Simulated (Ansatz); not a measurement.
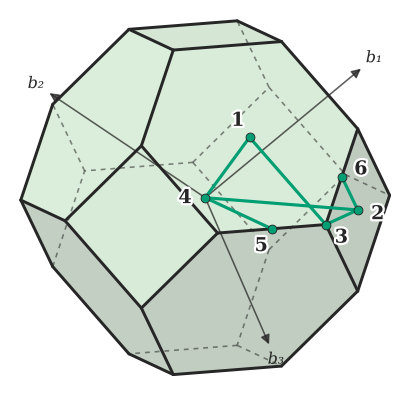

The first Brillouin zone of a face-centred cubic lattice (cF; extended symbol cF2) is drawn with its special points numbered. Crystal: CdF2, a calculation's input that goes back to an entry of the Crystallography Open Database (an earlier step may have relaxed or displaced it). The drawing is computed from the coordinates (standard cell, symmetry found to 0.002 Å).

a = 5.365 Å, b = 5.365 Å, c = 5.365 Å, α = 90.00°, β = 90.00°, γ = 90.00°.

Labels and path follow the convention of Hinuma et al. (2017), as computed by seekpath; the arrows show the directions of the reciprocal primitive vectors b₁, b₂, b₃, in which coordinates are given.

### Which special point is each number?

```
no.  label      coordinates
  1      L  (1/2, 1/2, 1/2)
  2      X    (1/2, 0, 1/2)
  3      W  (1/2, 1/4, 3/4)
  4      Γ        (0, 0, 0)
  5      K  (3/8, 3/8, 3/4)
  6      U  (5/8, 1/4, 5/8)
```
